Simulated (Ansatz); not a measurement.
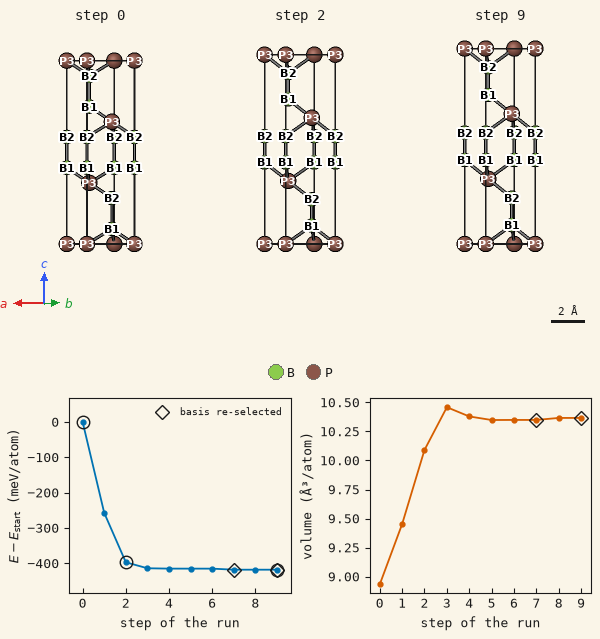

Frames of a relaxation of a crystal of B₂P (a generated structure, set up in R-3m) (coarse preliminary run), marked on the history of the run. The picture is a ball-and-stick view of the conventional cell (3 times the calculation's cell), seen from a free direction. Lengths and directions refer to the drawn axes.

Level of theory: DFT PBE, scalar-relativistic, plane waves, PAW in Ansatz.

The input:
```yaml
crystal:
  lattice:
    - [1.44485975, 0.83419017, 3.7054372]
    - [-1.44485975, 0.83419017, 3.7054372]
    - [0.0, -1.66838033, 3.7054372]
  atoms:
    - { symbol: B, position: [0.41606411, 0.41606411, 0.41606411] }
    - { symbol: B, position: [0.58393589, 0.58393589, 0.58393589] }
    - { symbol: P, position: [0.0, 0.0, 0.0] }
basis:
  ecutwfc: 420
kpoints:
  mp_grid: { grid: [6, 6, 6] }
hamiltonian:
  xc: pbe
scf:
  occupations: { method: gaussian, width: 0.1 }
  lower_state_search: "off"
output:
  forces: true
  stress: true
  eigenvalues: true
relax:
  adjacent_minimum: "off"
  f_tol: 0.04
  max_steps: 70
  cell: { stress_tol: 0.4 }
```

Run as
```bash
ansatz run input.yaml --threads 1 --pin off --max-ram 2560MiB --backend cpu --events-out ev --progress --plain --runs-dir out
```

Q: What happens along the run?

A: Over 7 accepted moves (9 points after the start) the energy falls by 418 meV per atom. The largest force component goes from 4.6 to 0.00021 eV/Å. The pressure goes from 43.23 to 0.04 GPa. At 2 points the geometry stayed and the basis and grid were re-selected for the new cell (energy shift of 2.9 meV per atom at most each time). The largest moves relative to the cell, 0.16 Å, are those of B1 and B2. B2 goes along −c. P stays in place. The drawn cell changes as follows: a = b 2.890 → 3.016 Å (+4.4 %), c 11.116 → 11.846 Å (+6.6 %); the volume changes by +16.1 %. Near-neighbour distances that change, for instance: B1–B2 1.866 → 1.666 Å, B1–P3 1.905 → 2.082 Å. Among the angles between lasting bonds that change: B1–P3–B1 98.7° → 92.8°, P3–B1–P3 98.7° → 92.8°, B1–P3–B2 81.3° → 87.2°. The space group stays R-3m (No. 166). The run took 17 s on 1 thread of AMD EPYC (Zen 3) (shared host), peak memory 0.32 GiB. From step 0 to 2: B atoms move most (0.17 Å), volume +13.0 %, energy −397 meV per atom. From step 2 to 9: volume +2.7 %, energy −21.0 meV per atom.

```
step  E − E(0), meV/atom  largest force component, eV/Å  pressure, GPa  volume, Å³/atom                      note
   0                0.00                         4.6341          43.23            8.932                          
   1             -257.33                         2.9255          23.14            9.452                          
   2             -397.03                         0.9990           6.20           10.091                          
   3             -413.96                         0.1979          -1.73           10.459                          
   4             -414.93                         0.0263          -0.50           10.379                          
   5             -414.99                         0.0332           0.10           10.349                          
   6             -415.03                         0.0010           0.01           10.349                          
   7             -417.98                         0.0024           0.32           10.349  same geometry, new basis
   8             -417.98                         0.0002           0.04           10.367                          
   9             -417.99                         0.0002           0.04           10.367  same geometry, new basis
```
